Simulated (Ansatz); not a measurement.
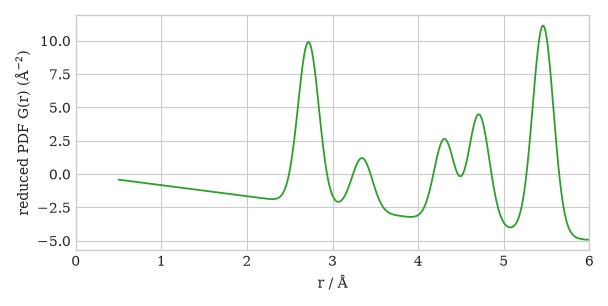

The curve is a calculated neutron PDF: distances of the static structure, each pair weighted by the product of the tabulated coherent neutron scattering lengths (natural isotope mix where the element has one), broadened by Gaussians with σ = 0.12 Å. No termination ripples are included.

Candidate polymorphs:

A. 
```cif
data_structure
_symmetry_space_group_name_H-M 'P 1'
_symmetry_Int_Tables_number 1
_cell_length_a 3.3540
_cell_length_b 3.3540
_cell_length_c 2.7023
_cell_angle_alpha 90.000
_cell_angle_beta 90.000
_cell_angle_gamma 90.000
_cell_volume 30.40
loop_
_atom_site_label
_atom_site_type_symbol
_atom_site_fract_x
_atom_site_fract_y
_atom_site_fract_z
_atom_site_occupancy
Pt1 Pt 0.00000 0.00000 0.50000 1
Pt2 Pt 0.50000 0.50000 0.00000 1
```

B. 
```xyz
4
Lattice="3.9700 0.0000 0.0000 0.0000 3.9700 0.0000 0.0000 0.0000 3.9700" Properties=species:S:1:pos:R:3 pbc="T T T"
Pt    0.0000    0.0000    1.9850
Pt    0.0000    1.9850    0.0000
Pt    1.9850    0.0000    0.0000
Pt    1.9850    1.9850    1.9850
```

Origins: A, the end point of a relaxation with DFT PBEsol, scalar-relativistic, plane waves, PAW in Ansatz; the starting structure was generated, so it need not be a known form of this composition; B, the end point of a relaxation with Ansatz, DFT PBE, scalar-relativistic, plane waves, PAW; the starting structure was generated, so it need not be a known form of this composition.

Q: Which candidate gives this PDF?

A: Candidate A, Pt, I4/mmm (first clear peaks at 2.72 Å (Pt–Pt) and 3.35 Å (Pt–Pt)). B would give first clear peaks at 2.80 Å (Pt–Pt) and 3.97 Å (Pt–Pt).
